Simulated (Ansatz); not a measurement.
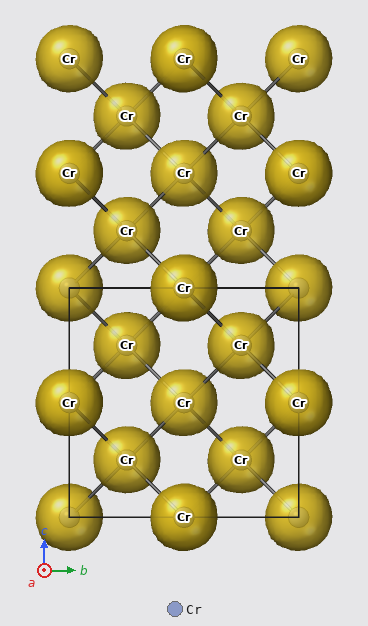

Cr. Isosurface of the valence electron density at 1.5 e/Å³ (yellow), seen along the a axis. Sticks mark near contacts.

Space group Fd-3m; set up as Cr, diamond; a generated structure, not necessarily the stable one; computed without spin polarisation.

Level of theory: DFT, PBE, plane waves (420 eV) with PAW, scalar-relativistic (Ansatz).

The density is the valence pseudo-density of a PAW calculation; it isn't the true density close to the nuclei.

```
CELL_PARAMETERS angstrom
5.09982 0.00000 0.00000
0.00000 5.09982 0.00000
0.00000 0.00000 5.09982
ATOMIC_POSITIONS crystal
Cr 0.75000 0.25000 0.25000
Cr 0.25000 0.75000 0.25000
Cr 0.25000 0.25000 0.75000
Cr 0.75000 0.75000 0.75000
Cr 0.50000 0.00000 0.00000
Cr 0.00000 0.50000 0.00000
Cr 0.00000 0.00000 0.50000
Cr 0.50000 0.50000 0.50000
```

**What does this surface tell about the bonding?**

At this value the density breaks into separate islands; it holds about 70 % of the electrons treated as valence (semicore included). It bridges none of the near contacts. It is pinched off along the shortest Cr–Cr (2.21 Å) contacts. On the grid the lowest density along these lines, outside the cores, is 0.63 e/Å³ (Cr–Cr, 2.21 Å).

**Does the calculation make it a metal, or give it a gap?**

It is metallic or semimetallic at this level of theory: no gap opens.
